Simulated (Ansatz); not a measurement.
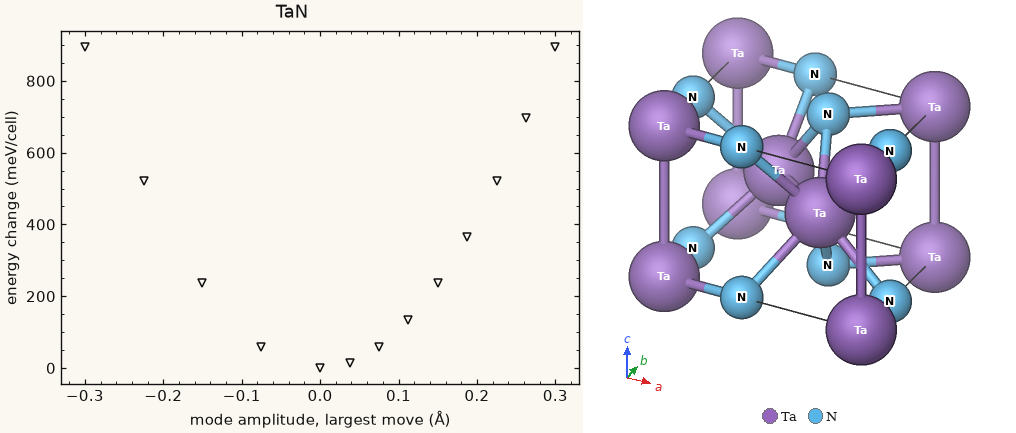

The figure shows the energy change against mode amplitude for TaN, space group P-62m (No. 189). The cell is drawn beside the plot.

Structure:
```yaml
crystal:
  lattice:
    - [5.17892, 0.00000, 0.00000]
    - [-2.58946, 4.48508, 0.00000]
    - [0.00000, 0.00000, 2.89600]
  atoms:
    - { symbol: Ta, position: [0.33333, 0.66667, 0.50000] }
    - { symbol: Ta, position: [0.66667, 0.33333, 0.50000] }
    - { symbol: Ta, position: [0.00000, 0.00000, 0.00000] }
    - { symbol: N, position: [0.39337, 0.00000, 0.00000] }
    - { symbol: N, position: [0.60663, 0.60663, 0.00000] }
    - { symbol: N, position: [0.00000, 0.39337, 0.00000] }
```

Displacement pattern for amplitude 1 (x, y, z for each atom, in the order of the cell):
```json
{"atom": "Ta1", "x": "0.00", "y": "0.00", "z": "-0.48"}
{"atom": "Ta2", "x": "0.00", "y": "0.00", "z": "-0.48"}
{"atom": "Ta3", "x": "0.00", "y": "0.00", "z": "1.00"}
{"atom": "N4", "x": "0.00", "y": "0.00", "z": "-0.20"}
{"atom": "N5", "x": "0.00", "y": "0.00", "z": "-0.20"}
{"atom": "N6", "x": "0.00", "y": "0.00", "z": "-0.20"}
```

How it was computed, with Ansatz 0.2.0: a normal mode of the cell frozen into a crystal at growing amplitude, by plane-wave density functional theory with PAW datasets, free energies less that of the undisturbed cell; scalar-relativistic. Level: PBEsol, no spin polarisation.

wave cutoff 420 eV; k mesh 12×12×16; occupations Gaussian; smearing width 0.15 eV; k shift (0, 0, 0) (mesh steps); start relaxed.

The points at mode amplitude −0.225, −0.075, 0.15 and 0.3 follow from computed ones by symmetry.

### Is the starting structure at a minimum along this coordinate?

Yes: the energy rises on both sides of the starting structure, which is therefore a minimum along this path.

### What does the calculation give for the harmonic force constant k (E = k x²/2 near the start)?

21.3 eV/Å².

### What does the calculation give for the phonon wavenumber?

148 cm⁻¹.
